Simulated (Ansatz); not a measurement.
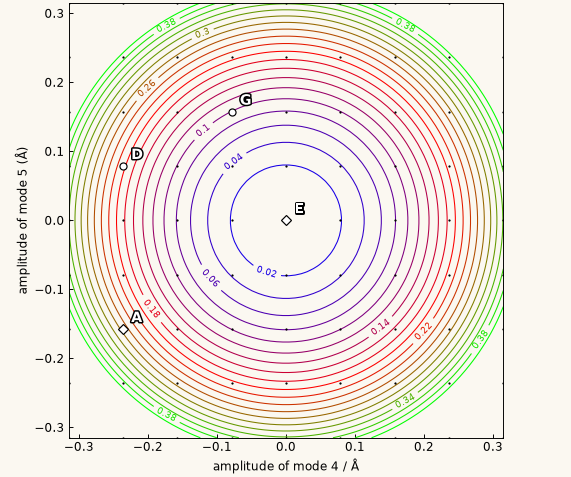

Ge (P6_3/mmc, No. 194; 8 atoms in the cell). The energy is mapped over two normal modes frozen in (zone-centre modes of the 8-atom cell of this scan, which folds in the wave vector (0, 1/2, 0) of the primitive cell). The first coordinate is: amplitude of mode 4 (53 cm⁻¹), largest displacement; the second: amplitude of mode 5 (53 cm⁻¹), largest displacement. Nothing is relaxed (the cell and all other modes fixed). The grid has 9 × 9 points; 25 points were computed and 56 follow by symmetry. Points are written as (first, second). All energies are given in eV per cell relative to the lowest grid point. The lowest point has no gap; 44 points of the grid have one on the k-mesh. Theory: DFT PBE, scalar-relativistic, plane waves, PAW (Ansatz). Settings: cutoff 420 eV, k-mesh 10×6×6 in the order of the run's cell vectors, gaussian smearing 0.15 eV, no spin polarisation.

The picture shows contour lines labelled in eV (none above 0.4), dots at the grid points, lettered points. Between grid points the surface is interpolated.

What kind of point is each of A, D, E, G: minimum, saddle, maximum or slope?

Answer. A: on a slope; D: on a slope; E: minimum; G: on a slope. (In these two coordinates alone; a stationary point may lie a little off the grid point.)

Rank the lettered points by energy, lowest first.

Answer. E (0.000 eV), G (0.099 eV), D (0.206 eV), A (0.273 eV).

PAW datasets: the set soft_1.
